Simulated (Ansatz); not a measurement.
Run report: Si128, single-point calculation (part 2 of 2)

Si128 (Fd-3m, 128 atoms in the cell); DFT, r2SCAN, PAW, plane waves (Ansatz 0.2.0); cutoff 500 eV, 1×1×1 k-mesh, Fermi–Dirac smearing of 0.01 eV. The structure was built on a prototype by a generator.

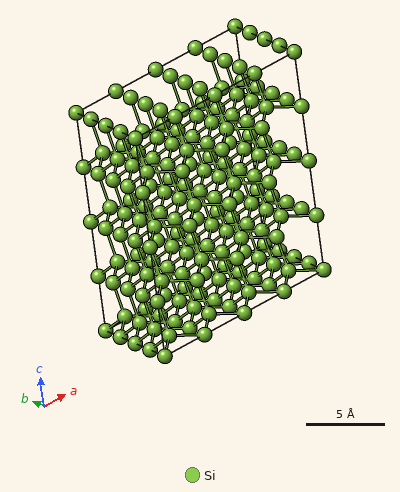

Fig. 1: The structure (ball-and-stick view of the cell of the calculation, seen slightly off an axis).

Output, continued
```
  k-point 0: bands = ["-6.3496", "-5.5082", "-5.5082", "-5.5082", "-5.5082", "-5.5082", "-5.5082", "-5.5082", "-5.5082", "-5.2108", ... 174 levels left out ..., "3.8437", "3.8437", "3.8437", "3.8437", "3.8437", "3.8437", "3.8437", "3.8437", "3.8437", "3.8437", "3.8437", "3.8437", "3.8437", "3.8437", "3.8437", "3.8437", "3.8437", "3.8437", "3.8437", "3.8437", "3.8437", "4.1791", "4.1791", "4.1791", "4.1791", "4.1791", "4.1791", "4.1791", "4.1791",
      "4.1791", "4.1791", "4.1791", "4.1791", "4.7686", "4.7686", "4.7686", "4.7686", "4.7686", "4.7686", "4.7686", "4.7686", "4.7686", "4.7686", "4.7686", "4.7686", "4.9033", "4.9033", "4.9033", "4.9033", "4.9033", "4.9033", "4.9033", "4.9033", "5.3715", "5.3715", "5.3715", "5.3715", "5.3715", "5.3715", "5.3715", "5.3715", "5.3715", "5.3715", "5.3715", "5.3715", "5.3715", "5.3715", "5.3715", "5.3715",
      "6.1795", "6.1795", "6.1795", "7.0693", "7.0693", "7.0693", "7.0693", "7.0693", "7.0693", "7.4843", "7.4843", "7.4843", "7.4843", "7.4843", "7.4843", "7.9073", "7.9073", "7.9073", "7.9073", "7.9073", "7.9073", "7.9073", "7.9073", "7.9073", "7.9073", "7.9073", "7.9073", "7.9073", "7.9073", "7.9073", "7.9073", "7.9073", "7.9073", "7.9073", "7.9073", "7.9073", "7.9073", "7.9073", "7.9073", "8.0421",
      "8.0421", "8.0421", "8.0421", "8.5265", "8.5265", "8.5265", "8.5265", "8.5265", "8.5265", "8.5265", "8.5265", "8.8853", "8.8853", "8.8853", "8.8853", "8.8853", "8.8853", "8.8853", "8.8853", "8.8853", "8.8853", "8.8853", "8.8853", "8.9119", "8.9119", "8.9119", "9.5985", "9.5985", "9.5985", "9.5985", "9.5985", "9.5985", "9.7360", "9.7360", "9.7360", "9.7360", "9.7360", "9.7360", "9.7360", "9.7360",
      "9.9125", "9.9125", "9.9125", "9.9125", "9.9125", "9.9125", "9.9125", "9.9125", "9.9125", "9.9125", "9.9125", "9.9125", "9.9125", "9.9125", "9.9125", "9.9125", "10.1512", "10.7517", "10.7517", "10.7517", "10.7517", "10.7517", "10.7517", "10.7517", "10.7517", "10.7517", "10.7517", "10.7517", "10.7517", "10.9561", "10.9561", "10.9561", "10.9561", "10.9561", "10.9561", "10.9561", "10.9561", "10.9561", "10.9561", "10.9561",
      "10.9561", "10.9561", "10.9561", "10.9561", "10.9561", "10.9561", "10.9561", "10.9561", "10.9561", "10.9561", "10.9561"]
--- Löwdin populations: 128 sites ---
  site symbol       q [e]
     0     Si      3.9609
     1     Si      3.9609
     2     Si      3.9609
     3     Si      3.9609
     4     Si      3.9609
     5     Si      3.9609
     6     Si      3.9609
     7     Si      3.9609
     8     Si      3.9609
     9     Si      3.9609
    10     Si      3.9609
    11     Si      3.9609
    12     Si      3.9609
    13     Si      3.9609
    14     Si      3.9609
    15     Si      3.9609
    16     Si      3.9609
    17     Si      3.9609
    18     Si      3.9609
    19     Si      3.9609
    20     Si      3.9609
    21     Si      3.9609
    22     Si      3.9609
    23     Si      3.9609
    24     Si      3.9609
    25     Si      3.9609
    26     Si      3.9609
    27     Si      3.9609
    28     Si      3.9609
    29     Si      3.9609
    30     Si      3.9609
    31     Si      3.9609
    32     Si      3.9609
    33     Si      3.9609
    34     Si      3.9609
    35     Si      3.9609
    36     Si      3.9609
    37     Si      3.9609
    38     Si      3.9609
    39     Si      3.9609
    40     Si      3.9609
    41     Si      3.9609
    42     Si      3.9609
    43     Si      3.9609
    44     Si      3.9609
    45     Si      3.9609
    46     Si      3.9609
    47     Si      3.9609
    48     Si      3.9609
    49     Si      3.9609
    50     Si      3.9609
    51     Si      3.9609
    52     Si      3.9609
    53     Si      3.9609
    54     Si      3.9609
    55     Si      3.9609
    56     Si      3.9609
    57     Si      3.9609
    58     Si      3.9609
    59     Si      3.9609
    60     Si      3.9609
    61     Si      3.9609
    62     Si      3.9609
    63     Si      3.9609
    64     Si      3.9609
    65     Si      3.9609
    66     Si      3.9609
    67     Si      3.9609
    68     Si      3.9609
    69     Si      3.9609
    70     Si      3.9609
    71     Si      3.9609
    72     Si      3.9609
    73     Si      3.9609
    74     Si      3.9609
    75     Si      3.9609
    76     Si      3.9609
    77     Si      3.9609
    78     Si      3.9609
    79     Si      3.9609
    80     Si      3.9609
    81     Si      3.9609
    82     Si      3.9609
    83     Si      3.9609
    84     Si      3.9609
    85     Si      3.9609
    86     Si      3.9609
    87     Si      3.9609
    88     Si      3.9609
    89     Si      3.9609
    90     Si      3.9609
    91     Si      3.9609
    92     Si      3.9609
    93     Si      3.9609
    94     Si      3.9609
    95     Si      3.9609
    96     Si      3.9609
    97     Si      3.9609
    98     Si      3.9609
    99     Si      3.9609
   100     Si      3.9609
   101     Si      3.9609
   102     Si      3.9609
   103     Si      3.9609
   104     Si      3.9609
   105     Si      3.9609
   106     Si      3.9609
   107     Si      3.9609
   108     Si      3.9609
   109     Si      3.9609
   110     Si      3.9609
   111     Si      3.9609
   112     Si      3.9609
   113     Si      3.9609
   114     Si      3.9609
   115     Si      3.9609
   116     Si      3.9609
   117     Si      3.9609
   118     Si      3.9609
   119     Si      3.9609
   120     Si      3.9609
   121     Si      3.9609
   122     Si      3.9609
   123     Si      3.9609
   124     Si      3.9609
   125     Si      3.9609
   126     Si      3.9609
   127     Si      3.9609
  spilling = 0.009766 (of n_electrons = 512.000000)
```

This output came from the following input.

Input file
```yaml
crystal:
  lattice:
    - [0.000000, 10.865579, 10.865579]
    - [10.865579, 0.000000, 10.865579]
    - [10.865579, 10.865579, 0.000000]
  atoms:
    - { symbol: Si, position: [0.000000, 0.000000, 0.000000] }
    - { symbol: Si, position: [0.500000, 0.000000, 0.000000] }
    - { symbol: Si, position: [0.000000, 0.500000, 0.000000] }
    - { symbol: Si, position: [0.000000, 0.000000, 0.500000] }
    - { symbol: Si, position: [0.250000, 0.250000, 0.250000] }
    - { symbol: Si, position: [0.500000, 0.500000, 0.000000] }
    - { symbol: Si, position: [0.500000, 0.000000, 0.500000] }
    - { symbol: Si, position: [0.750000, 0.250000, 0.250000] }
    - { symbol: Si, position: [0.000000, 0.500000, 0.500000] }
    - { symbol: Si, position: [0.250000, 0.750000, 0.250000] }
    - { symbol: Si, position: [0.250000, 0.250000, 0.750000] }
    - { symbol: Si, position: [0.500000, 0.500000, 0.500000] }
    - { symbol: Si, position: [0.750000, 0.750000, 0.250000] }
    - { symbol: Si, position: [0.750000, 0.250000, 0.750000] }
    - { symbol: Si, position: [0.250000, 0.750000, 0.750000] }
    - { symbol: Si, position: [0.750000, 0.750000, 0.750000] }
    - { symbol: Si, position: [0.062500, 0.062500, 0.062500] }
    - { symbol: Si, position: [0.562500, 0.062500, 0.062500] }
    - { symbol: Si, position: [0.062500, 0.562500, 0.062500] }
    - { symbol: Si, position: [0.062500, 0.062500, 0.562500] }
    - { symbol: Si, position: [0.312500, 0.312500, 0.312500] }
    - { symbol: Si, position: [0.562500, 0.562500, 0.062500] }
    - { symbol: Si, position: [0.562500, 0.062500, 0.562500] }
    - { symbol: Si, position: [0.812500, 0.312500, 0.312500] }
    - { symbol: Si, position: [0.062500, 0.562500, 0.562500] }
    - { symbol: Si, position: [0.312500, 0.812500, 0.312500] }
    - { symbol: Si, position: [0.312500, 0.312500, 0.812500] }
    - { symbol: Si, position: [0.562500, 0.562500, 0.562500] }
    - { symbol: Si, position: [0.812500, 0.812500, 0.312500] }
    - { symbol: Si, position: [0.812500, 0.312500, 0.812500] }
    - { symbol: Si, position: [0.312500, 0.812500, 0.812500] }
    - { symbol: Si, position: [0.812500, 0.812500, 0.812500] }
    - { symbol: Si, position: [0.000000, 0.000000, 0.250000] }
    - { symbol: Si, position: [0.250000, 0.250000, 0.000000] }
    - { symbol: Si, position: [0.500000, 0.000000, 0.250000] }
    - { symbol: Si, position: [0.750000, 0.250000, 0.000000] }
    - { symbol: Si, position: [0.000000, 0.500000, 0.250000] }
    - { symbol: Si, position: [0.250000, 0.750000, 0.000000] }
    - { symbol: Si, position: [0.000000, 0.000000, 0.750000] }
    - { symbol: Si, position: [0.250000, 0.250000, 0.500000] }
    - { symbol: Si, position: [0.500000, 0.500000, 0.250000] }
    - { symbol: Si, position: [0.750000, 0.750000, 0.000000] }
    - { symbol: Si, position: [0.500000, 0.000000, 0.750000] }
    - { symbol: Si, position: [0.750000, 0.250000, 0.500000] }
    - { symbol: Si, position: [0.000000, 0.500000, 0.750000] }
    - { symbol: Si, position: [0.250000, 0.750000, 0.500000] }
    - { symbol: Si, position: [0.500000, 0.500000, 0.750000] }
    - { symbol: Si, position: [0.750000, 0.750000, 0.500000] }
    - { symbol: Si, position: [0.062500, 0.062500, 0.312500] }
    - { symbol: Si, position: [0.312500, 0.312500, 0.062500] }
    - { symbol: Si, position: [0.562500, 0.062500, 0.312500] }
    - { symbol: Si, position: [0.812500, 0.312500, 0.062500] }
    - { symbol: Si, position: [0.062500, 0.562500, 0.312500] }
    - { symbol: Si, position: [0.312500, 0.812500, 0.062500] }
    - { symbol: Si, position: [0.062500, 0.062500, 0.812500] }
    - { symbol: Si, position: [0.312500, 0.312500, 0.562500] }
    - { symbol: Si, position: [0.562500, 0.562500, 0.312500] }
    - { symbol: Si, position: [0.812500, 0.812500, 0.062500] }
    - { symbol: Si, position: [0.562500, 0.062500, 0.812500] }
    - { symbol: Si, position: [0.812500, 0.312500, 0.562500] }
    - { symbol: Si, position: [0.062500, 0.562500, 0.812500] }
    - { symbol: Si, position: [0.312500, 0.812500, 0.562500] }
    - { symbol: Si, position: [0.562500, 0.562500, 0.812500] }
    - { symbol: Si, position: [0.812500, 0.812500, 0.562500] }
    - { symbol: Si, position: [0.000000, 0.250000, 0.000000] }
    - { symbol: Si, position: [0.250000, 0.000000, 0.250000] }
    - { symbol: Si, position: [0.500000, 0.250000, 0.000000] }
    - { symbol: Si, position: [0.750000, 0.000000, 0.250000] }
    - { symbol: Si, position: [0.000000, 0.750000, 0.000000] }
    - { symbol: Si, position: [0.000000, 0.250000, 0.500000] }
    - { symbol: Si, position: [0.250000, 0.500000, 0.250000] }
    - { symbol: Si, position: [0.500000, 0.750000, 0.000000] }
    - { symbol: Si, position: [0.250000, 0.000000, 0.750000] }
    - { symbol: Si, position: [0.500000, 0.250000, 0.500000] }
    - { symbol: Si, position: [0.750000, 0.500000, 0.250000] }
    - { symbol: Si, position: [0.750000, 0.000000, 0.750000] }
    - { symbol: Si, position: [0.000000, 0.750000, 0.500000] }
    - { symbol: Si, position: [0.250000, 0.500000, 0.750000] }
    - { symbol: Si, position: [0.500000, 0.750000, 0.500000] }
    - { symbol: Si, position: [0.750000, 0.500000, 0.750000] }
    - { symbol: Si, position: [0.062500, 0.312500, 0.062500] }
    - { symbol: Si, position: [0.312500, 0.062500, 0.312500] }
    - { symbol: Si, position: [0.562500, 0.312500, 0.062500] }
    - { symbol: Si, position: [0.812500, 0.062500, 0.312500] }
    - { symbol: Si, position: [0.062500, 0.812500, 0.062500] }
    - { symbol: Si, position: [0.062500, 0.312500, 0.562500] }
    - { symbol: Si, position: [0.312500, 0.562500, 0.312500] }
    - { symbol: Si, position: [0.562500, 0.812500, 0.062500] }
    - { symbol: Si, position: [0.312500, 0.062500, 0.812500] }
    - { symbol: Si, position: [0.562500, 0.312500, 0.562500] }
    - { symbol: Si, position: [0.812500, 0.562500, 0.312500] }
    - { symbol: Si, position: [0.812500, 0.062500, 0.812500] }
    - { symbol: Si, position: [0.062500, 0.812500, 0.562500] }
    - { symbol: Si, position: [0.312500, 0.562500, 0.812500] }
    - { symbol: Si, position: [0.562500, 0.812500, 0.562500] }
    - { symbol: Si, position: [0.812500, 0.562500, 0.812500] }
    - { symbol: Si, position: [0.250000, 0.000000, 0.000000] }
    - { symbol: Si, position: [0.750000, 0.000000, 0.000000] }
    - { symbol: Si, position: [0.000000, 0.250000, 0.250000] }
    - { symbol: Si, position: [0.250000, 0.500000, 0.000000] }
    - { symbol: Si, position: [0.250000, 0.000000, 0.500000] }
    - { symbol: Si, position: [0.500000, 0.250000, 0.250000] }
    - { symbol: Si, position: [0.750000, 0.500000, 0.000000] }
    - { symbol: Si, position: [0.750000, 0.000000, 0.500000] }
    - { symbol: Si, position: [0.000000, 0.750000, 0.250000] }
    - { symbol: Si, position: [0.000000, 0.250000, 0.750000] }
    - { symbol: Si, position: [0.250000, 0.500000, 0.500000] }
    - { symbol: Si, position: [0.500000, 0.750000, 0.250000] }
    - { symbol: Si, position: [0.500000, 0.250000, 0.750000] }
    - { symbol: Si, position: [0.750000, 0.500000, 0.500000] }
    - { symbol: Si, position: [0.000000, 0.750000, 0.750000] }
    - { symbol: Si, position: [0.500000, 0.750000, 0.750000] }
    - { symbol: Si, position: [0.312500, 0.062500, 0.062500] }
    - { symbol: Si, position: [0.812500, 0.062500, 0.062500] }
    - { symbol: Si, position: [0.062500, 0.312500, 0.312500] }
    - { symbol: Si, position: [0.312500, 0.562500, 0.062500] }
    - { symbol: Si, position: [0.312500, 0.062500, 0.562500] }
    - { symbol: Si, position: [0.562500, 0.312500, 0.312500] }
    - { symbol: Si, position: [0.812500, 0.562500, 0.062500] }
    - { symbol: Si, position: [0.812500, 0.062500, 0.562500] }
    - { symbol: Si, position: [0.062500, 0.812500, 0.312500] }
    - { symbol: Si, position: [0.062500, 0.312500, 0.812500] }
    - { symbol: Si, position: [0.312500, 0.562500, 0.562500] }
    - { symbol: Si, position: [0.562500, 0.812500, 0.312500] }
    - { symbol: Si, position: [0.562500, 0.312500, 0.812500] }
    - { symbol: Si, position: [0.812500, 0.562500, 0.562500] }
    - { symbol: Si, position: [0.062500, 0.812500, 0.812500] }
    - { symbol: Si, position: [0.562500, 0.812500, 0.812500] }
kpoints:
  mp_grid: { grid: [1, 1, 1] }
hamiltonian:
  xc: r2scan
scf:
  occupations: { method: fermi_dirac, width: 0.01 }
output:
  forces: true
  eigenvalues: true
  populations: true
  eigenstates: { kpoints: [[0, 0, 0]], e_range: [-6.0, 6.0], localisation: true }
```

Summary

| quantity | value |
| --- | --- |
| outcome | converged |
| space group (tolerance 0.01 Å) | Fd-3m (227) |
| electrons treated | 512 |
| free energy | −81788.9669 eV |
| Fermi energy | 6.621 eV |
| largest force (length of the vector) | under 0.001 eV/Å |
| hardware | 7 CPU threads, shared host |
| wall time | 59 s (CPU time 6.3 min) |
| peak memory | 12 GiB |

Remarks

The k-point mesh is coarse for a cell of this size, so the results may not be converged.
